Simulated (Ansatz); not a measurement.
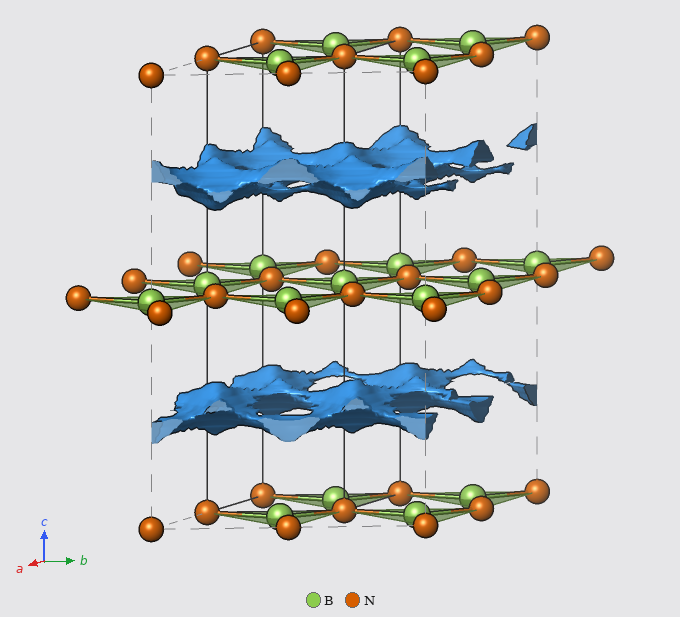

Bond-valence mismatch map for Mg2+ in BN in space group P-6m2: the blue surface encloses the points where |V − 2| < 1 v.u. (2×2×1 cells, view slightly off an axis). Pale faces close the region where the drawn box cuts it.

At each point the valence sum V of a Mg2+ ion is computed from the anions within 5 Å (s = exp((R0 − d)/b), R0 fitted to published crystal structures with b = 0.37 Å; R0: Mg2+–N 1.814 Å). Points too close to the other cations are excluded (2.1 Å from B). Mg2+ is a guest here, not part of the formula. This is an empirical screen for pathways, not an energy calculation.

Origin of the cell: the end point of a relaxation with DFT, PAW plane waves, pbe, spin-orbit in Ansatz.

```cif
data_structure
_symmetry_space_group_name_H-M 'P-6m2'
_symmetry_Int_Tables_number 187
_cell_length_a 2.5122
_cell_length_b 2.5122
_cell_length_c 8.3458
_cell_angle_alpha 90.000
_cell_angle_beta 90.000
_cell_angle_gamma 120.000
_cell_volume 45.61
loop_
_atom_site_label
_atom_site_type_symbol
_atom_site_symmetry_multiplicity
_atom_site_Wyckoff_symbol
_atom_site_fract_x
_atom_site_fract_y
_atom_site_fract_z
_atom_site_occupancy
B1 B 1 b 0.00000 0.00000 0.50000 1
B2 B 1 c 0.33333 0.66667 0.00000 1
N1 N 1 a 0.00000 0.00000 0.00000 1
N2 N 1 f 0.66667 0.33333 0.50000 1
```

Q: How are the low-mismatch regions connected?

A: The regions form a two-dimensional network in layers parallel to (001).

Q: At which mismatch do paths open?

A: From a mismatch of about 0.80 v.u. the regions form a two-dimensional network in layers parallel to (001). No third dimension opens below 1.4 v.u. These are grid estimates, good to about 0.1 v.u.
